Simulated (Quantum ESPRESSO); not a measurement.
**KCl (Sylvite): a mode Grüneisen parameter, worked out**

Aim: the Grüneisen parameter and the pressure coefficient of an optical mode of KCl (Sylvite).

Main program and level: Quantum ESPRESSO 7.5; DFT LDA, scalar-relativistic, plane waves, PseudoDojo norm-conserving pseudopotentials.

## 1. The relaxed structure

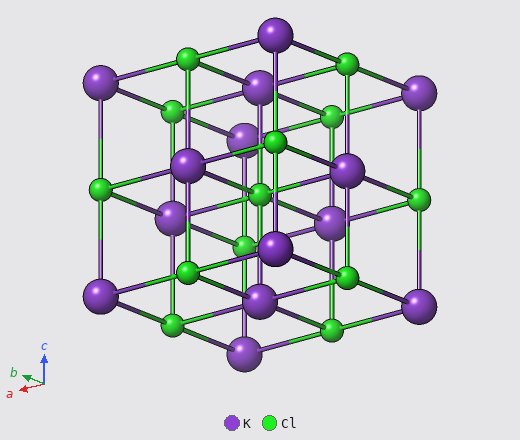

Start, viewed from a free direction; potassium purple, chlorine green. This picture shows the conventional cell, with its axes. Some periodic images of atoms are drawn too.

This is the cell after its relaxation at this level of theory, not the database cell from which that began.

## 2. Runs at several volumes

The relaxed cell is scaled uniformly; in this structure symmetry fixes all atoms, so nothing has to be relaxed anew. Each volume gets a ground state and a response at Γ. The mode followed is the highest one without the macroscopic field, of symmetry T1u; longitudinal polar modes lie higher. Cutoff 79 Ry, k mesh 8×8×8.

From the response at V/V₀ = 0.94:

The log of the run:

```text
[banners, grids, parts of the stress and lines that vanish by symmetry left out]
Program PHONON v.7.5
     Reading xml data from directory:

[...]
Exchange-correlation= PW
                           (   1   4   0   0   0   0   0)
[...]
kinetic-energy cut-off    =      79.0000  Ry
     charge density cut-off    =     316.0000  Ry
     convergence threshold     =      1.0E-18
[...]
Exchange-correlation= PW
                           (   1   4   0   0   0   0   0)
[...]
q = (   0.0000000   0.0000000   0.0000000 )
     49 Sym.Ops. (with q -> -q+G )
     G cutoff = 1012.3062  (  33823 G-vectors)     FFT grid: ( 45, 45, 45)
     number of k points=    29
[...]
Mode symmetry, O_h (m-3m)  point group:
[...]
Dielectric constant
[...]
End of electric fields calculation
          Dielectric constant in cartesian axis
          (       2.584929247      -0.000000000       0.000000000 )
          (      -0.000000000       2.584929247      -0.000000000 )
          (       0.000000000      -0.000000000       2.584929247 )
          Effective charges (d Force / dE) in cartesian axis without acoustic sum rule applied (asr)
           atom    1  K     Mean Z*:        1.10168
      Ex  (        1.10168        0.00000        0.00000 )
      Ey  (        0.00000        1.10168       -0.00000 )
      Ez  (        0.00000       -0.00000        1.10168 )
           atom    2  Cl    Mean Z*:       -1.10225
      Ex  (       -1.10225        0.00000        0.00000 )
      Ey  (        0.00000       -1.10225        0.00000 )
      Ez  (        0.00000        0.00000       -1.10225 )
          Effective charges Sum: Mean:       -0.00058
[...]
Effective charges (d Force / dE) in cartesian axis with asr applied:
           atom    1  K     Mean Z*:        1.10196
[...]
atom    2  Cl    Mean Z*:       -1.10196
[...]
Representation #   1 modes #   1   2   3
[...]
End of self-consistent calculation
     Convergence has been achieved
     Representation #   2 modes #   4   5   6
[...]
End of self-consistent calculation
     Convergence has been achieved
[...]
Dielectric constant in cartesian axis
          (       2.584929247      -0.000000000       0.000000000 )
          (      -0.000000000       2.584929247      -0.000000000 )
          (       0.000000000      -0.000000000       2.584929247 )
          Effective charges (d Force / dE) in cartesian axis without acoustic sum rule applied (asr)
           atom    1  K     Mean Z*:        1.10168
      Ex  (        1.10168        0.00000        0.00000 )
      Ey  (        0.00000        1.10168       -0.00000 )
      Ez  (        0.00000       -0.00000        1.10168 )
           atom    2  Cl    Mean Z*:       -1.10225
      Ex  (       -1.10225        0.00000        0.00000 )
      Ey  (        0.00000       -1.10225        0.00000 )
      Ez  (        0.00000        0.00000       -1.10225 )
          Effective charges Sum: Mean:       -0.00058
[...]
Effective charges (d Force / dE) in cartesian axis with asr applied:
           atom    1  K     Mean Z*:        1.10196
[...]
atom    2  Cl    Mean Z*:       -1.10196
[...]
q = (    0.000000000   0.000000000   0.000000000 )
[...]
freq (    1) =      -0.032123 [THz] =      -1.071520 [cm-1]
     freq (    2) =      -0.032123 [THz] =      -1.071520 [cm-1]
     freq (    3) =      -0.032123 [THz] =      -1.071520 [cm-1]
     freq (    4) =       5.545270 [THz] =     184.970283 [cm-1]
     freq (    5) =       5.545270 [THz] =     184.970283 [cm-1]
     freq (    6) =       5.545270 [THz] =     184.970283 [cm-1]
[...]
Mode symmetry, O_h (m-3m)  point group:
     freq (   1-   3) =         -1.1  [cm-1]   --> T_1u G_15  G_4- I
     freq (   4-   6) =        185.0  [cm-1]   --> T_1u G_15  G_4- I

   JOB DONE.
```

One volume, V/V₀ = 1.03, is held back as a test.

```csv
V/V₀,volume (Å³/atom),pressure (GPa),ω (cm⁻¹)
0.94,26.345,1.75,184.97
0.97,27.185,0.80,172.96
1,28.026,0.00,161.53
1.03,28.867,-0.67,held back
1.06,29.708,-1.22,140.20
```

## 3. The fit

The mode Grüneisen parameter is γ = −d ln ω / d ln V.

| ln(V/V₀) | ln ω |
| --- | --- |
| -0.0619 | 5.2202 |
| -0.0305 | 5.1531 |
| 0.0000 | 5.0847 |
| 0.0583 | 4.9431 |

A straight line through these points has the slope -2.314, so γ = 2.31; at V/V₀ = 1.03 it predicts ω = exp(5.0805 − 0.0684) = 150.23 cm⁻¹.

A parabola of pressure against ln V through V/V₀ = 0.97, 1 and 1.03 gives the bulk modulus B = −dP/d ln V = 24.4 GPa at V₀. With ω₀ from the fitted line the pressure coefficient follows as dω/dP = γ ω₀ / B = 2.31 × 160.9 / 24.4 = 15.3 cm⁻¹/GPa.

## 4. The run that was held back

The log of the run:

```text
[banners, grids, parts of the stress and lines that vanish by symmetry left out]
[banner, memory and clock lines left out]
Program PHONON v.7.5

[...]
Exchange-correlation= PW
                           (   1   4   0   0   0   0   0)
[...]
kinetic-energy cut-off    =      79.0000  Ry
     charge density cut-off    =     316.0000  Ry
     convergence threshold     =      1.0E-18
[...]
Exchange-correlation= PW
                           (   1   4   0   0   0   0   0)
[...]
q = (   0.0000000   0.0000000   0.0000000 )
     49 Sym.Ops. (with q -> -q+G )
     G cutoff = 1075.9319  (  36853 G-vectors)     FFT grid: ( 48, 48, 48)
     number of k points=    29
[...]
Mode symmetry, O_h (m-3m)  point group:
[...]
Dielectric constant
[...]
End of electric fields calculation
          Dielectric constant in cartesian axis
          (       2.478389670      -0.000000000      -0.000000000 )
          (      -0.000000000       2.478389670       0.000000000 )
          (      -0.000000000       0.000000000       2.478389670 )
          Effective charges (d Force / dE) in cartesian axis without acoustic sum rule applied (asr)
           atom    1  K     Mean Z*:        1.11329
      Ex  (        1.11329        0.00000       -0.00000 )
      Ey  (        0.00000        1.11329       -0.00000 )
      Ez  (       -0.00000       -0.00000        1.11329 )
           atom    2  Cl    Mean Z*:       -1.11385
      Ex  (       -1.11385       -0.00000        0.00000 )
      Ey  (       -0.00000       -1.11385       -0.00000 )
      Ez  (        0.00000       -0.00000       -1.11385 )
[...]
Representation #   1 modes #   1   2   3
[...]
End of self-consistent calculation
     Convergence has been achieved
     Representation #   2 modes #   4   5   6
[...]
End of self-consistent calculation
     Convergence has been achieved
[...]
Dielectric constant in cartesian axis
          (       2.478389670      -0.000000000      -0.000000000 )
          (      -0.000000000       2.478389670       0.000000000 )
          (      -0.000000000       0.000000000       2.478389670 )
          Effective charges (d Force / dE) in cartesian axis without acoustic sum rule applied (asr)
           atom    1  K     Mean Z*:        1.11329
      Ex  (        1.11329        0.00000       -0.00000 )
      Ey  (        0.00000        1.11329       -0.00000 )
      Ez  (       -0.00000       -0.00000        1.11329 )
           atom    2  Cl    Mean Z*:       -1.11385
      Ex  (       -1.11385       -0.00000        0.00000 )
      Ey  (       -0.00000       -1.11385       -0.00000 )
      Ez  (        0.00000       -0.00000       -1.11385 )
          Effective charges Sum: Mean:       -0.00056
[...]
Effective charges (d Force / dE) in cartesian axis with asr applied:
           atom    1  K     Mean Z*:        1.11357
[...]
atom    2  Cl    Mean Z*:       -1.11357
[...]
q = (    0.000000000   0.000000000   0.000000000 )
[...]
freq (    1) =      -0.031271 [THz] =      -1.043093 [cm-1]
     freq (    2) =      -0.031271 [THz] =      -1.043093 [cm-1]
     freq (    3) =      -0.031271 [THz] =      -1.043093 [cm-1]
     freq (    4) =       4.515715 [THz] =     150.628044 [cm-1]
     freq (    5) =       4.515715 [THz] =     150.628044 [cm-1]
     freq (    6) =       4.515715 [THz] =     150.628044 [cm-1]
[...]
Mode symmetry, O_h (m-3m)  point group:
     freq (   1-   3) =         -1.0  [cm-1]   --> T_1u G_15  G_4- I
     freq (   4-   6) =        150.6  [cm-1]   --> T_1u G_15  G_4- I
```

It gives 150.63 cm⁻¹ against the predicted 150.23 cm⁻¹, a miss of 0.4 cm⁻¹.

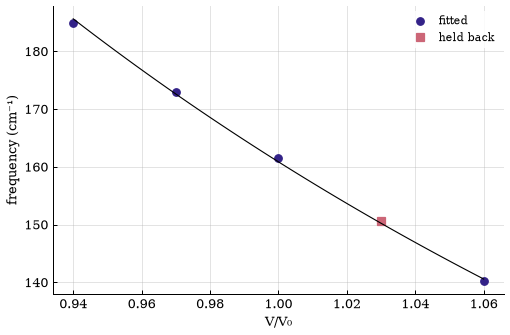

Frequency against volume, with the power-law fit.

## 5. Results

```json
{
  "mode Grüneisen parameter": "2.314",
  "bulk modulus": "24.4 GPa",
  "pressure coefficient": "15.3 cm⁻¹/GPa"
}
```

What this shows: The highest optical mode of KCl (Sylvite) without the LO-TO term stiffens by 15.3 cm⁻¹ a GPa near the relaxed volume, with γ = 2.31. The power law meets all 5 runs within 0.42 %; between neighbouring volumes γ runs from 2.14 to 2.50. Such a coefficient turns a measured shift of this mode into a hydrostatic stress; uniaxial or biaxial stress splits the mode and needs deformation potentials. These are harmonic values at zero temperature for the structure held cubic, which a run at Γ can't show to be stable; the bulk modulus rests on three points.

[Host names and launcher messages were left out of these logs when they were recorded.]

[Logs are printed without paths, hosts, clocks, repeated set-up lines and the standing remarks that a program may print on its own settings, such as how far it seeks lower states.]

[Hosts, paths, dates, database ids (printed as entryN), source tags and the programs' standing remarks are cut or masked in the printed files.]
